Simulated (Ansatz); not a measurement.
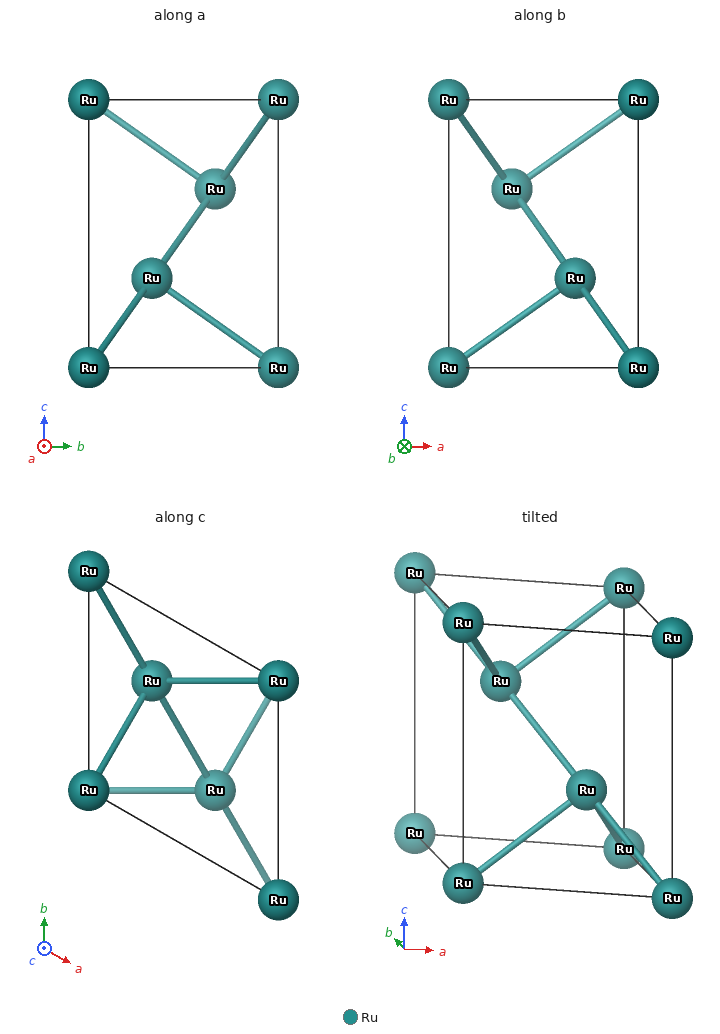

A ball-and-stick rendering, viewed along the a axis, along the b axis, along the c axis and slightly off an axis. Thin lines show the unit cell, with boundary atoms drawn in all their periodic places.

Lattice parameters: a = 3.5522 Å, b = 3.5522 Å, c = 4.3463 Å, α = 90.000°, β = 90.000°, γ = 120.000°.

Question: Give the structure in the form of a CIF in P1 with every atom of the cell.

Answer:
```cif
data_structure
_symmetry_space_group_name_H-M 'P 1'
_symmetry_Int_Tables_number 1
_cell_length_a 3.5522
_cell_length_b 3.5522
_cell_length_c 4.3463
_cell_angle_alpha 90.000
_cell_angle_beta 90.000
_cell_angle_gamma 120.000
_cell_volume 47.49
loop_
_atom_site_label
_atom_site_type_symbol
_atom_site_fract_x
_atom_site_fract_y
_atom_site_fract_z
_atom_site_occupancy
Ru1 Ru 0.0000 0.0000 0.0000 1
Ru2 Ru 0.6667 0.3333 0.3333 1
Ru3 Ru 0.3333 0.6667 0.6667 1
```

Starting structure: a structure type filled with this element by a generator (whether the element takes this form wasn't checked). It is drawn as it came out of a relaxation with Ansatz, DFT PBE, scalar-relativistic, plane waves, PAW.
